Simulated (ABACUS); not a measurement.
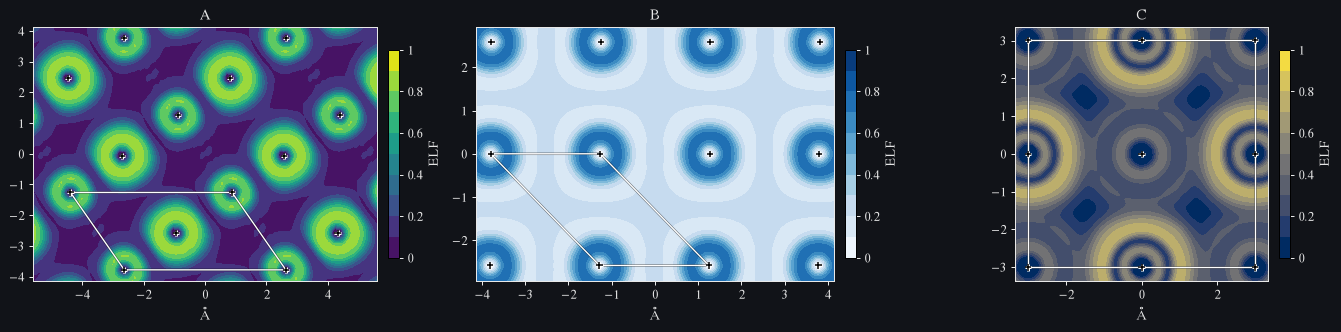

The electron localisation function of 3 systems, each on a plane through atoms (crosses mark nuclei in the plane).

Computed with ABACUS, Kohn-Sham DFT of a periodic cell, PBEsol, PseudoDojo NC SR 0.4.1 PBEsol standard.

System 1: Cu, the (011̄) plane of the conventional cell. Space group P-1; changed on purpose from its base cell (cell strained at random at fixed volume); computed pressure about −7 GPa in this cell.

```
Cu
1.0
    -1.79533   -1.78360   -0.00357
    -0.00858    1.79575    1.80169
    -0.02762    1.80765   -1.81359
Cu
1
Direct
  0.50000 0.00000 0.00000
```

System 2: SnSe, the (010) plane of the conventional cell. Space group Fm-3m.

```yaml
crystal:
  lattice:
    - [6.02000, 0.00000, 0.00000]
    - [0.00000, 6.02000, 0.00000]
    - [0.00000, 0.00000, 6.02000]
  atoms:
    - { symbol: Sn, position: [0.00000, 0.00000, 0.00000] }
    - { symbol: Sn, position: [0.50000, 0.50000, 0.00000] }
    - { symbol: Sn, position: [0.50000, 0.00000, 0.50000] }
    - { symbol: Sn, position: [0.00000, 0.50000, 0.50000] }
    - { symbol: Se, position: [0.50000, 0.00000, 0.00000] }
    - { symbol: Se, position: [0.00000, 0.50000, 0.00000] }
    - { symbol: Se, position: [0.00000, 0.00000, 0.50000] }
    - { symbol: Se, position: [0.50000, 0.50000, 0.50000] }
```

System 3: FeO, the (010) plane of the conventional cell. Space group Cm; changed on purpose from its base cell (atoms moved at random by about 0.05 A); computed pressure about −9 GPa in this cell; spin-polarised.

```yaml
crystal:
  lattice:
    - [4.55646, -2.63067, 0.00000]
    - [1.51882, 2.63067, 0.00000]
    - [-1.51882, 0.87689, 2.51958]
  atoms:
    - { symbol: Fe, position: [0.00349, 0.00000, 0.00602] }
    - { symbol: Fe, position: [0.50349, 0.50000, 0.00602] }
    - { symbol: O, position: [0.98239, 0.49935, 0.48186] }
    - { symbol: O, position: [0.48239, 0.99935, 0.48186] }
```

Which map belongs to which system?

Answer. Panel A is system 3, FeO: the plane holds Fe and O. Fe–O (2.07 Å): the ELF peaks at about 0.85 in the valence shell of O, 0.6 Å from its nucleus, and is about 0.15 at the midpoint: no shared electron pair shows on this line. Panel B is system 1, Cu: the plane holds Cu. Cu–Cu (2.53 Å): the ELF is about 0.20 at the midpoint (no shared electron pair shows on this line). Panel C is system 2, SnSe: the plane holds Sn and Se. Sn–Se (3.01 Å): the ELF is about 0.40 at the midpoint.
